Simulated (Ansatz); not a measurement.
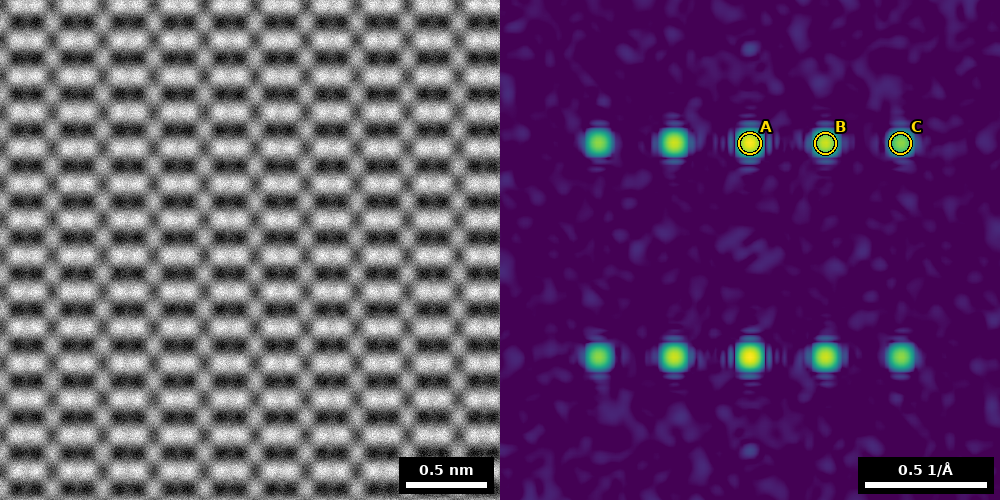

Phase-contrast TEM-like image of a crystal. Simulated in the weak-phase-object approximation with neutral-atom potentials: 80 kV, Cs = −15 µm, defocus +95 Å (negative is underfocus), defocus spread 12 Å, aperture 0.83 1/Å. Shot noise was added.

The right panel is the modulus of the image's Fourier transform on a logarithmic scale.

**Which lattice spacings do the marked spots stand for, and what angle do A and B enclose?**

A: 2.3 Å, B: 1.8 Å, C: 1.3 Å; A and B enclose about 35°.

The crystal is Cu (Pm-3n, No. 223) along [110]; the spots are (0 0 -2), (1 -1 -2) and (2 -2 -2). Structure used: the end point of a relaxation with DFT, PBEsol, plane waves (420 eV) with PAW, scalar-relativistic (Ansatz 0.2.0); the starting structure was generated, so it need not be a known form of this composition.
